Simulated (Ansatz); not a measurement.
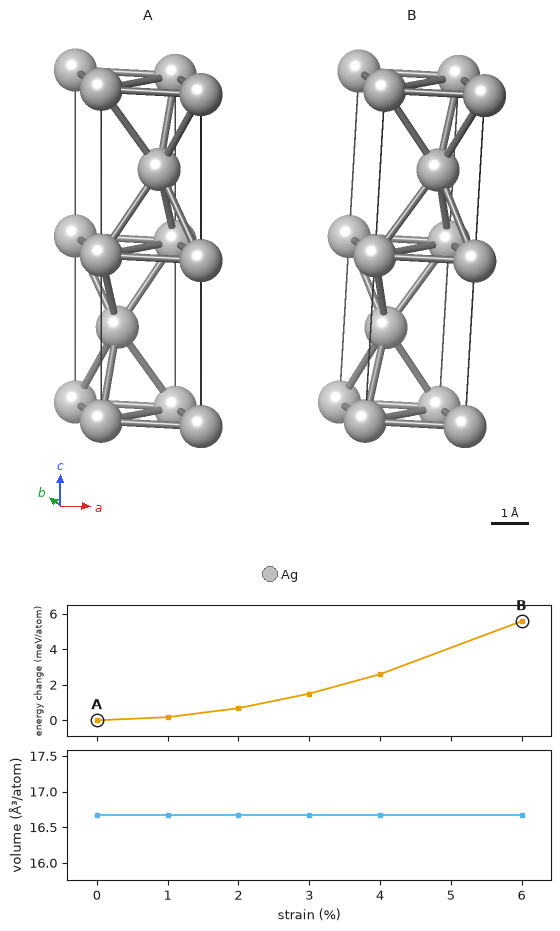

Members of a series of calculations on a crystal of Ag (set up in P6_3/mmc), marked on the first curve. Style: ball-and-stick. Shown: the cell of the calculation, slightly off an axis.

Theory: Ansatz 0.2.0, DFT PBEsol, scalar-relativistic, plane waves, PAW. (plane-wave cutoff 420 eV; k-point mesh 24 × 24 × 6; occupations gaussian; smearing width 0.1 eV; no spin polarisation)

Q: Which kind of strain is it, and how does the structure respond?

A: Shear of c along a, cell held, atoms relaxed. A (strain 0.0 %): energy change 0.0 meV/atom, volume 16.67 Å³ per atom. B (strain 6.0 %): energy change 5.6 meV/atom, volume 16.67 Å³ per atom. The rest compares A with B. The drawn cell changes at constant volume: a = b unchanged at 2.867 Å, c 9.365 → 9.382 Å (+0.2 %), α 90.0° → 91.7°, β 90.0° → 86.6°. Among the bonded contacts that change: Ag–Ag 2.867 → 2.806 to 2.946 Å.
